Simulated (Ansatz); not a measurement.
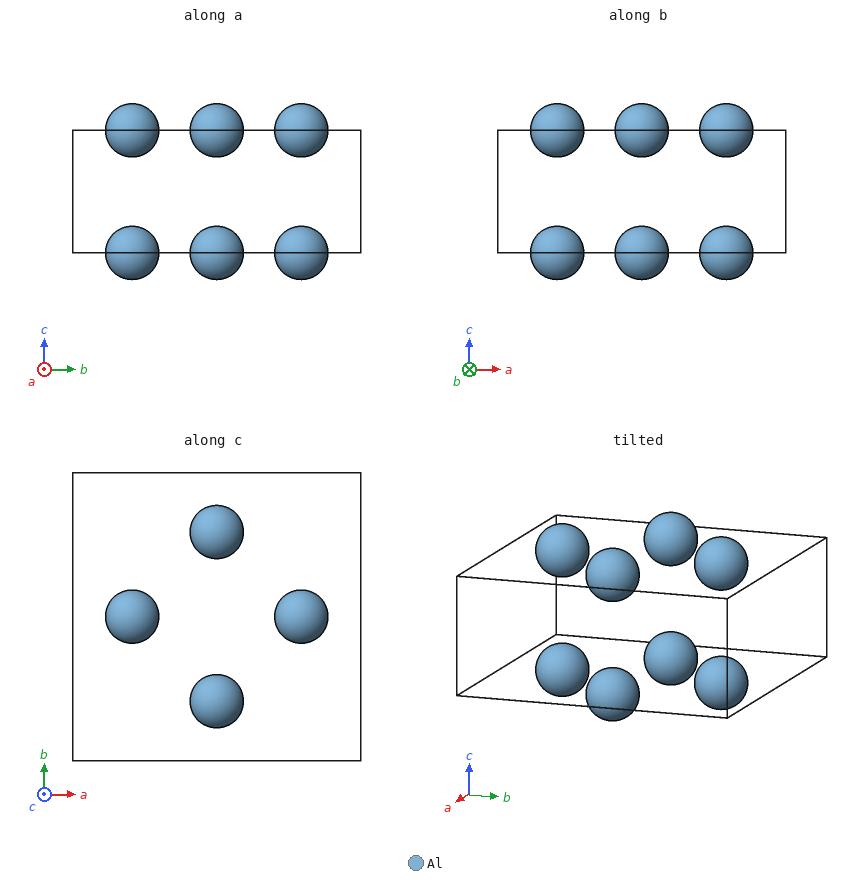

Structure drawing (spheres-only), viewed along the a axis, along the b axis, along the c axis and slightly off an axis. The wireframe shows the conventional unit cell.

Lattice parameters: a = 6.384 Å, b = 6.384 Å, c = 2.716 Å, α = 90.00°, β = 90.00°, γ = 90.00°. Put a along x and b in the xy plane.

**Reconstruct the structure as a POSCAR file, with free fractional coordinates to two decimals.**

```
Al
1.0
     6.384    0.000    0.000
     0.000    6.384    0.000
     0.000    0.000    2.716
Al
4
Direct
  0.21 0.50 0.00
  0.79 0.50 0.00
  0.50 0.21 0.00
  0.50 0.79 0.00
```

It goes back to a structure type filled with this element by a generator (whether the element takes this form wasn't checked). The structure drawn was relaxed with DFT PBE, scalar-relativistic, plane waves, PAW in Ansatz 0.2.0.
